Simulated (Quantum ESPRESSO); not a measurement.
**Band-structure run of BN (part 2 of 3)**

BN (F-43m, 2 atoms in the cell); Kohn-Sham DFT of a periodic cell, rev-vdW-DF2, PseudoDojo 0.4.1 SR PBE standard, no spin polarisation (Quantum ESPRESSO 7.5); cutoff 1142.88 eV, 13×13×13 k-mesh, fermi-dirac of 0.05 eV. The structure derives from a Materials Project entry.

Geometry of the input (Å; fractional positions):
```
0.0000  1.8130  1.8130
1.8130  0.0000  1.8130
1.8130  1.8130  0.0000
N  0.2500  0.2500  0.2500
B  0.0000  0.0000  0.0000
```

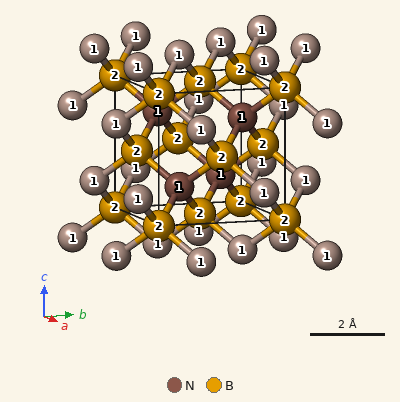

The structure as given in the input (ball-and-stick view of the cell 4 times as large as that of the calculation, set on its symmetry axes, seen slightly off an axis; neighbours outside the cell are drawn fainter; atoms are numbered from 1 in the order of the input). An atom can appear more than once, as a periodic image.

The program's output, continued
```
     iteration #  8     ecut=    84.00 Ry     beta= 0.50
     Davidson diagonalization with overlap
     ethr =  9.39E-11,  avg # of iterations =  1.2

     End of self-consistent calculation

          k = 0.0000 0.0000 0.0000 (  1037 PWs)   bands (ev):

    -9.1247  10.9755  10.9755  10.9755  19.8370  19.8370  19.8370  21.2121
    35.5131

          k = 0.0544 0.0544-0.0544 (  1028 PWs)   bands (ev):

    -8.9816  10.1985  10.8224  10.8224  20.0014  20.0690  20.0690  21.7047
    35.3614

          k = 0.1088 0.1088-0.1088 (  1025 PWs)   bands (ev):

    -8.5570   8.3546  10.4387  10.4387  20.2656  20.6299  20.6299  22.8970
    34.9164

          k = 0.1632 0.1632-0.1632 (  1041 PWs)   bands (ev):

    -7.8670   6.1204   9.9737   9.9737  20.5338  21.2202  21.2202  24.1638
    34.3975

          k = 0.2176 0.2176-0.2176 (  1056 PWs)   bands (ev):

    -6.9517   3.8817   9.5492   9.5492  20.7837  21.5923  21.5923  25.1559
    34.0937

          k = 0.2720 0.2720-0.2720 (  1038 PWs)   bands (ev):

    -5.9177   1.9046   9.2373   9.2373  20.9740  21.7167  21.7167  25.7943
    34.0906

          k = 0.3264 0.3264-0.3264 (  1044 PWs)   bands (ev):

    -5.0812   0.5809   9.0742   9.0742  21.0747  21.7234  21.7234  26.1009
    34.2355

          k = 0.1088-0.0000 0.0000 (  1014 PWs)   bands (ev):

    -8.9340  10.4690  10.5097  10.5097  19.5298  20.4593  20.4593  21.7655
    34.1769

          k = 0.1632 0.0544-0.0544 (  1033 PWs)   bands (ev):

    -8.6034   8.9757  10.0207  10.4160  19.5516  20.9581  21.1492  22.6157
    32.6013

          k = 0.2176 0.1088-0.1088 (  1037 PWs)   bands (ev):

    -8.0016   6.8879   9.5159  10.0616  19.9521  21.3293  21.8399  23.7337
    31.8686

          k = 0.2720 0.1632-0.1632 (  1042 PWs)   bands (ev):

    -7.1589   4.6705   9.1075   9.5848  20.3993  21.6275  22.2705  24.6836
    32.0807

          k = 0.3264 0.2176-0.2176 (  1047 PWs)   bands (ev):

    -6.1519   2.6095   8.8561   9.1179  20.7301  21.7682  22.3700  25.4975
    32.8019

          k = 0.3807 0.2720-0.2720 (  1044 PWs)   bands (ev):

    -5.2010   1.0280   8.7454   8.7864  20.9686  21.7809  22.2576  26.1065
    33.3889

          k =-0.2720-0.3807 0.3807 (  1050 PWs)   bands (ev):

    -4.8649   0.5316   8.5174   8.8997  21.1869  21.7372  22.0799  26.3108
    33.6582

          k =-0.2176-0.3264 0.3264 (  1041 PWs)   bands (ev):

    -5.4861   1.4729   8.4631   9.1793  21.3375  21.7228  21.8907  26.0277
    33.6939

          k =-0.1632-0.2720 0.2720 (  1045 PWs)   bands (ev):

    -6.4977   3.2626   8.5957   9.5906  21.2227  21.6307  21.8355  25.3556
    33.6042

          k =-0.1088-0.2176 0.2176 (  1044 PWs)   bands (ev):

    -7.4638   5.3988   8.9121  10.0745  20.9388  21.1978  21.7745  24.4678
    33.5077

          k =-0.0544-0.1632 0.1632 (  1029 PWs)   bands (ev):

    -8.2313   7.5816   9.3933  10.5334  20.5590  20.6225  21.3636  23.4443
    33.7608

          k = 0.0000-0.1088 0.1088 (  1029 PWs)   bands (ev):

    -8.7447   9.3818  10.0600  10.8269  20.1474  20.1512  20.7610  22.3710
    34.5945

          k = 0.2176-0.0000 0.0000 (  1022 PWs)   bands (ev):

    -8.3689   9.1845   9.4469   9.4469  18.8941  21.9811  21.9811  22.6959
    30.7289

          k = 0.2720 0.0544-0.0544 (  1033 PWs)   bands (ev):

    -7.8620   7.5290   8.8878   9.2735  18.8294  22.5272  22.8301  23.2942
    29.9507

          k = 0.3264 0.1088-0.1088 (  1038 PWs)   bands (ev):

    -7.1066   5.4987   8.4556   8.8590  19.1849  22.8925  23.4211  23.7728
    30.3096

          k = 0.3807 0.1632-0.1632 (  1050 PWs)   bands (ev):

    -6.1607   3.4874   8.2102   8.2948  19.5877  23.0816  23.6219  24.4863
    31.1575

          k = 0.4351 0.2176-0.2176 (  1045 PWs)   bands (ev):

    -5.1809   1.7915   7.7445   8.1759  19.9086  23.0600  23.5009  25.5877
    31.7553

          k =-0.2176-0.4351 0.4351 (  1053 PWs)   bands (ev):

    -4.5907   0.9066   7.3140   8.3513  20.2527  22.9620  23.2096  26.4382
    32.0194

          k =-0.1632-0.3807 0.3807 (  1050 PWs)   bands (ev):

    -4.9128   1.3790   7.0686   8.7137  20.7039  22.7922  22.8391  26.3994
    32.4928

          k =-0.1088-0.3264 0.3264 (  1053 PWs)   bands (ev):

    -5.8299   2.8694   7.0530   9.2156  21.2236  22.3757  22.5201  25.6026
    33.0779

          k =-0.0544-0.2720 0.2720 (  1043 PWs)   bands (ev):

    -6.8121   4.7506   7.3222   9.7768  21.5937  21.7671  22.1093  24.6712
    32.5838

          k = 0.0000-0.2176 0.2176 (  1041 PWs)   bands (ev):

    -7.6390   6.4902   8.0561  10.2711  21.0914  21.2576  21.7833  24.0102
    32.5841

          k = 0.3264 0.0000-0.0000 (  1030 PWs)   bands (ev):

    -7.4536   7.4862   8.2740   8.2740  18.0534  22.7307  23.8860  23.8860
    29.1826

          k = 0.3807 0.0544-0.0544 (  1032 PWs)   bands (ev):

    -6.7961   6.0385   7.7953   7.8717  17.9204  22.5149  24.5856  24.7160
    29.5767

          k = 0.4351 0.1088-0.1088 (  1044 PWs)   bands (ev):

    -5.9373   4.3112   7.2518   7.5173  18.2427  22.8507  24.8420  25.1272
    30.4623

          k = 0.4895 0.1632-0.1632 (  1046 PWs)   bands (ev):

    -4.9954   2.7120   6.5234   7.4683  18.6581  23.8240  25.0101  25.1096
    30.9452

          k =-0.1632-0.4895 0.4895 (  1051 PWs)   bands (ev):

    -4.2765   1.6486   5.8884   7.6503  19.1006  24.4552  24.7838  25.8240
    30.6569

          k =-0.1088-0.4351 0.4351 (  1056 PWs)   bands (ev):

    -4.2895   1.6700   5.4723   8.0422  19.6587  24.2548  24.3831  26.5882
    30.5705

          k =-0.0544-0.3807 0.3807 (  1048 PWs)   bands (ev):

    -5.0197   2.7061   5.3924   8.5950  20.3577  23.5425  24.0346  25.9398
    31.7152

          k = 0.0000-0.3264 0.3264 (  1047 PWs)   bands (ev):

    -5.9590   3.9490   5.9290   9.2208  21.1046  22.6581  23.2349  25.0777
    32.8748

          k = 0.4351-0.0000 0.0000 (  1030 PWs)   bands (ev):

    -6.2448   5.6012   7.2623   7.2623  17.0649  21.6797  25.8381  25.8381
    29.7165

          k = 0.4895 0.0544-0.0544 (  1041 PWs)   bands (ev):

    -5.4960   4.4682   6.6613   6.9313  16.9477  21.4749  26.4612  26.5376
    30.4077

          k = 0.5439 0.1088-0.1088 (  1046 PWs)   bands (ev):

    -4.6508   3.3265   5.7033   6.8374  17.3751  22.0985  26.6592  26.7138
    30.8676

          k =-0.1088-0.5439 0.5439 (  1052 PWs)   bands (ev):

    -3.9405   2.5052   4.7145   6.9881  17.9671  23.4964  26.4205  26.7043
    30.4015

          k =-0.0544-0.4895 0.4895 (  1046 PWs)   bands (ev):

    -3.7521   2.3506   4.0309   7.3673  18.6409  24.9997  25.7498  26.8064
    29.3755

          k = 0.0000-0.4351 0.4351 (  1059 PWs)   bands (ev):

    -4.2225   2.6342   4.1472   7.9310  19.4432  24.7564  25.2248  26.4888
    29.8528

          k = 0.5439-0.0000 0.0000 (  1042 PWs)   bands (ev):

    -4.8828   3.7383   6.5396   6.5396  16.1367  20.7586  27.5487  27.5487
    30.7701

          k = 0.5983 0.0544-0.0544 (  1047 PWs)   bands (ev):

    -4.2012   2.9527   5.9189   6.3856  16.1945  20.8184  27.9690  27.9836
    31.1405

          k =-0.0544-0.5983 0.5983 (  1044 PWs)   bands (ev):

    -3.6521   2.5823   4.7731   6.4832  16.8676  21.7295  27.7619  28.0047
    30.8136

          k = 0.0000-0.5439 0.5439 (  1047 PWs)   bands (ev):

    -3.4841   2.8310   3.5898   6.8227  17.7183  23.3790  26.9872  27.6865
    29.8055

          k = 0.6527 0.0000-0.0000 (  1042 PWs)   bands (ev):

    -3.7736   2.3571   6.1660   6.1660  15.5800  20.3176  28.6165  28.6165
    31.4686

          k =-0.0000-0.6527 0.6527 (  1047 PWs)   bands (ev):

    -3.5590   2.2181   5.6762   6.1996  15.9152  20.6107  28.5406  28.6188
    31.3724

          k = 0.2176 0.1088-0.0000 (  1026 PWs)   bands (ev):

    -8.1842   7.9547   9.0281  10.2091  19.5495  21.5851  21.8732  23.2775
    31.3152

          k = 0.2720 0.1632-0.0544 (  1045 PWs)   bands (ev):

    -7.5044   6.1346   8.3181   9.8418  19.9822  21.9790  22.5344  23.9671
    31.0602

          k = 0.3264 0.2176-0.1088 (  1040 PWs)   bands (ev):

    -6.6061   4.0768   7.9248   9.3342  20.4819  22.0529  22.9647  24.7443
    31.5945

          k = 0.3807 0.2720-0.1632 (  1042 PWs)   bands (ev):

    -5.5989   2.2060   7.7418   8.8452  20.8257  21.8629  23.2008  25.6763
    32.2570

          k =-0.2720-0.3807 0.4895 (  1044 PWs)   bands (ev):

    -4.7953   0.9490   7.7070   8.5225  21.0020  21.6693  23.2936  26.3836
    32.4750

          k = 0.3264 0.1088-0.0000 (  1042 PWs)   bands (ev):

    -7.2783   6.4925   7.8828   8.9612  18.7519  23.0296  23.3736  23.8265
    29.7714

          k = 0.3807 0.1632-0.0544 (  1044 PWs)   bands (ev):

    -6.4671   4.8486   7.2275   8.5105  19.1433  23.2800  23.4832  24.6099
    30.3848

          k = 0.4351 0.2176-0.1088 (  1046 PWs)   bands (ev):

    -5.5116   3.0929   6.8780   8.0051  19.5898  23.0778  24.3008  25.1080
    31.0003

          k =-0.2176-0.4351 0.5439 (  1056 PWs)   bands (ev):

    -4.6345   1.7055   6.6012   7.7426  19.9504  22.8129  24.8806  25.8910
    30.9892

          k =-0.1632-0.3807 0.4895 (  1054 PWs)   bands (ev):

    -4.3375   1.2786   6.3260   7.8694  20.3363  22.4951  24.8473  26.6048
    30.8103

          k =-0.1088-0.3264 0.4351 (  1048 PWs)   bands (ev):

    -4.9007   2.1035   6.1834   8.2847  20.8053  22.1141  24.5769  26.0859
    31.3022

          k =-0.0544-0.2720 0.3807 (  1043 PWs)   bands (ev):

    -5.8446   3.6238   6.3164   8.8546  21.0773  21.8385  24.0910  25.0483
    31.4379

          k = 0.0000-0.2176 0.3264 (  1042 PWs)   bands (ev):

    -6.7651   5.1424   6.9663   9.4342  20.5403  22.0943  23.3799  24.2606
    31.0814

          k = 0.4351 0.1088 0.0000 (  1042 PWs)   bands (ev):

    -6.0876   5.0613   6.8914   7.5459  17.8113  22.2248  24.9719  25.8245
    30.1031

          k = 0.4895 0.1632-0.0544 (  1045 PWs)   bands (ev):

    -5.2223   3.7870   6.2048   7.0797  18.2348  22.5937  24.9633  26.5323
    30.6540

          k =-0.1632-0.4895 0.5983 (  1051 PWs)   bands (ev):

    -4.3688   2.5923   5.5215   6.9098  18.7714  23.6120  24.8865  26.7795
    30.5051

          k =-0.1088-0.4351 0.5439 (  1046 PWs)   bands (ev):

    -3.8995   1.9869   4.9272   7.1101  19.3201  23.9875  25.5335  26.8332
    29.6348

          k =-0.0544-0.3807 0.4895 (  1051 PWs)   bands (ev):

    -4.1765   2.3352   4.6435   7.5741  19.9592  23.4669  25.6369  26.8102
    29.6249

          k = 0.0000-0.3264 0.4351 (  1048 PWs)   bands (ev):

    -4.9638   3.1191   5.0217   8.2015  20.6903  22.5634  25.0217  25.8655
    30.8634

          k = 0.5439 0.1088 0.0000 (  1046 PWs)   bands (ev):

    -4.7597   3.6260   6.1801   6.4106  16.9365  21.3782  26.6565  27.5625
    30.8240

          k =-0.1088-0.5439 0.6527 (  1051 PWs)   bands (ev):

    -4.0251   2.9414   5.1863   6.2416  17.5444  22.0745  26.4931  27.9437
    30.7491

          k =-0.0544-0.4895 0.5983 (  1051 PWs)   bands (ev):

    -3.5647   2.7336   4.0381   6.4532  18.3057  23.5173  26.0841  27.7159
    29.9166

          k = 0.0000-0.4351 0.5439 (  1046 PWs)   bands (ev):

    -3.6390   2.8338   3.5408   6.9220  19.0975  24.5886  25.7264  27.3361
    28.9442

          k =-0.0544-0.5983 0.7071 (  1044 PWs)   bands (ev):

    -3.7003   2.4833   5.7913   5.8472  16.4172  20.9703  27.9106  28.5285
    31.1794

          k = 0.0000-0.5439 0.6527 (  1044 PWs)   bands (ev):

    -3.4615   2.5325   4.7409   6.0062  17.2919  21.9074  27.3396  28.2998
    30.6960

          k = 0.4351 0.2176-0.0000 (  1046 PWs)   bands (ev):

    -5.6364   4.0427   6.0179   7.9694  19.6914  22.8739  23.8767  25.7821
    30.6354

          k =-0.2176-0.4351 0.6527 (  1049 PWs)   bands (ev):

    -4.7351   2.9118   5.4571   7.3471  20.2492  22.6415  24.6266  26.5996
    30.3992

          k =-0.1632-0.3807 0.5983 (  1051 PWs)   bands (ev):

    -4.0551   2.0002   5.3314   6.9251  20.4770  22.5651  25.6252  27.0391
    29.5181

          k =-0.1632-0.4895 0.7071 (  1047 PWs)   bands (ev):

    -4.4249   3.2552   5.3384   6.3508  18.9035  22.8763  24.7670  27.5824
    30.4185

          k =-0.1088-0.4351 0.6527 (  1048 PWs)   bands (ev):

    -3.7636   2.7785   4.6644   5.9106  19.6561  23.6305  24.7565  27.6621
    29.7544

          k =-0.0544-0.3807 0.5983 (  1051 PWs)   bands (ev):

    -3.5763   2.6748   4.1799   6.0594  20.2292  23.5291  25.7259  26.9583
    29.2483

          k = 0.0000-0.3264 0.5439 (  1052 PWs)   bands (ev):

    -3.9916   2.8449   4.3750   6.6089  20.5733  22.8764  25.1956  27.4940
    29.2842

          k =-0.0544-0.4895 0.7071 (  1047 PWs)   bands (ev):

    -3.5261   2.8180   4.9980   5.2060  18.4475  22.6806  26.0583  28.0177
    30.4320

          k = 0.0000-0.4351 0.6527 (  1051 PWs)   bands (ev):

    -3.3587   3.1040   3.9332   5.4126  19.4458  23.9224  25.3188  27.1574
    30.0415

          k =-0.0544-0.3807 0.7071 (  1054 PWs)   bands (ev):

    -3.3737   3.2206   4.0976   4.9947  20.4572  23.9675  25.0730  26.4676
    29.9533

     the Fermi energy is    13.1942 ev

!    total energy              =     -26.85768205 Ry
     estimated scf accuracy    <          1.1E-10 Ry
     smearing contrib. (-TS)   =       0.00000000 Ry
     internal energy E=F+TS    =     -26.85768205 Ry

     The total energy is F=E-TS. E is the sum of the following terms:
     one-electron contribution =       4.58245596 Ry
     hartree contribution      =       3.60382264 Ry
     xc contribution           =      -8.78309785 Ry
     ewald contribution        =     -26.26086280 Ry

     convergence has been achieved in   8 iterations

     Forces acting on atoms (cartesian axes, Ry/au):

     atom    1 type  1   force =     0.00000000    0.00000000    0.00000000
     atom    2 type  2   force =     0.00000000    0.00000000    0.00000000

     Total force =     0.000000     Total SCF correction =     0.000000

     Computing stress (Cartesian axis) and pressure

          total   stress  (Ry/bohr**3)                   (kbar)     P=      -10.39
  -0.00007061   0.00000000  -0.00000000          -10.39        0.00       -0.00
   0.00000000  -0.00007061   0.00000000            0.00      -10.39        0.00
  -0.00000000   0.00000000  -0.00007061           -0.00        0.00      -10.39

=------------------------------------------------------------------------------=
   JOB DONE.
=------------------------------------------------------------------------------=
```

File pp_density.out
```
This program is part of the open-source Quantum ESPRESSO suite
     for quantum simulation of materials; please cite
         "P. Giannozzi et al., J. Phys.:Condens. Matter 21 395502 (2009);
         "P. Giannozzi et al., J. Phys.:Condens. Matter 29 465901 (2017);
         "P. Giannozzi et al., J. Chem. Phys. 152 154105 (2020);
          URL
     in publications or presentations arising from this work. More details at

     ./tmp/pwscf.save/

     IMPORTANT: XC functional enforced from input :
     Exchange-correlation= VDW-DF2-B86R
                           (   1   4  26   0   2   0   0)
     Any further DFT definition will be discarded
     Please, verify this is what you really want

     G-vector sticks info
     --------------------
     sticks:   dense  smooth     PW     G-vecs:    dense   smooth      PW
     Sum         547     547    163                 8363     8363    1459

     Using Slab Decomposition

     %%%%%%%%%%%%%%%%%%%%%%%%%%%%%%%%%%%%%%%%%%%%%%%%%%%%%%%%%%%%%%%%%%%%%%%%
     %                                                                      %
     % You are using vdW-DF, which was implemented by the Thonhauser group. %
     % Please cite the following two papers that made this development      %
     % possible and the two reviews that describe the various versions:     %
     %                                                                      %
     %   T. Thonhauser et al., PRL 115, 136402 (2015).                      %
     %   T. Thonhauser et al., PRB 76, 125112 (2007).                       %
     %   K. Berland et al., Rep. Prog. Phys. 78, 066501 (2015).             %
     %   D.C. Langreth et al., J. Phys.: Condens. Matter 21, 084203 (2009). %
     %                                                                      %
     % If you are calculating stress with vdW-DF, please also cite:         %
     %                                                                      %
     %   R. Sabatini et al., J. Phys.: Condens. Matter 24, 424209 (2012).   %
     %                                                                      %
     %%%%%%%%%%%%%%%%%%%%%%%%%%%%%%%%%%%%%%%%%%%%%%%%%%%%%%%%%%%%%%%%%%%%%%%%
```
